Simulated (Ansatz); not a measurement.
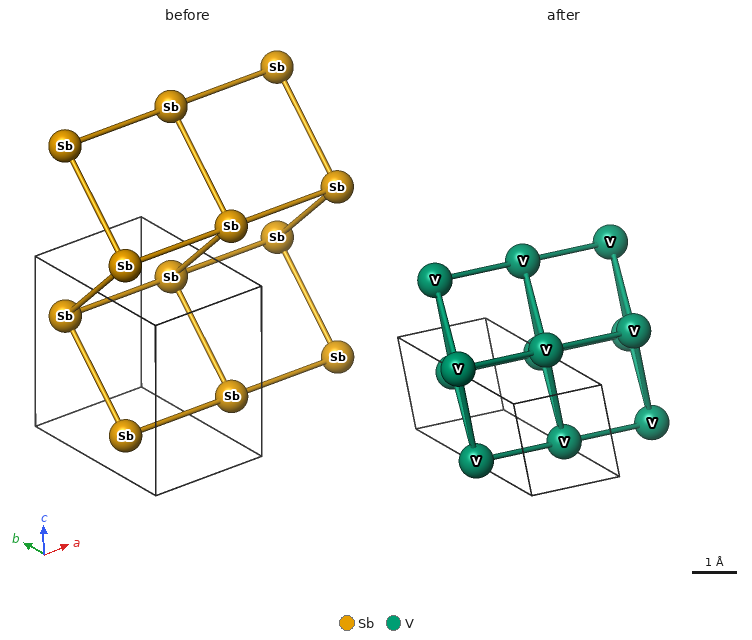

Left: crystalline Sb. Right: the same structure after one change, at the same scale. The picture is a ball-and-stick view of the cell of the calculation, repeated 2 × 1 × 2 with one cell outlined, seen from a free direction.

Theory: DFT PBE, scalar-relativistic, plane waves, PAW (Ansatz 0.2.0). (plane-wave cutoff 420 eV; occupations gaussian; smearing width 0.1 eV; no spin polarisation) The k-mesh is chosen for each cell (14×10×10, 16×10×16).

What distinguishes the right structure from the left one?

Answer. Every antimony atom is replaced by vanadium, which gives V. Cell and atoms are relaxed again (to zero pressure within 0.1 GPa, forces under 0.01 eV/Å).

What does the change do?

Answer. The volume per atom goes from 30.05 to 13.46 Å³. The drawn cell changes as follows: a 3.110 → 2.599 Å (−16.5 %), b 4.396 → 4.233 Å (−3.7 %), c 4.395 → 2.599 Å (−40.9 %), β 90.1° → 109.6°; the volume changes by −55.2 %. The space group (tolerance 0.01 Å) goes from Pm-3m (No. 221) to Im-3m (No. 229).
